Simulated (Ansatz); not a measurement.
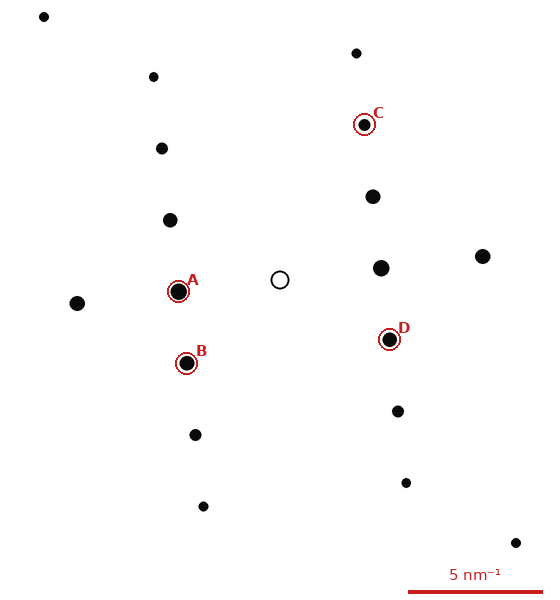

Computed electron diffraction pattern, 200 kV, single scattering only, B = 0.3 Å². The zone axis points towards the electron source and the pattern is seen from the source side.

The sample is Ti, space group Pm-3n (No. 223), a = 5.25 Å. Structure: the geometry relaxed with DFT, RPBE, plane waves (420 eV) with PAW, scalar-relativistic in Ansatz 0.2.0; the starting structure was generated, so it need not be a known form of this composition.

```tsv
atom	site	symmetry	x	y	z
Ti	2a	m-3.	0.0000	0.0000	0.0000
Ti	6c	-4m.2	0.2500	0.0000	0.5000
```

Spot A is indexed 0 0 -2 and spot B -1 1 -2.

Q: Give hkl for C, D.

A: C = A − 2B = 2 -2 2 (d = 1.516 Å). D = −2A + B = -1 1 2 (d = 2.143 Å).

Q: Which zone axis is this?

A: The cross product of A and B is parallel to [110]; every spot obeys hu + kv + lw = 0.
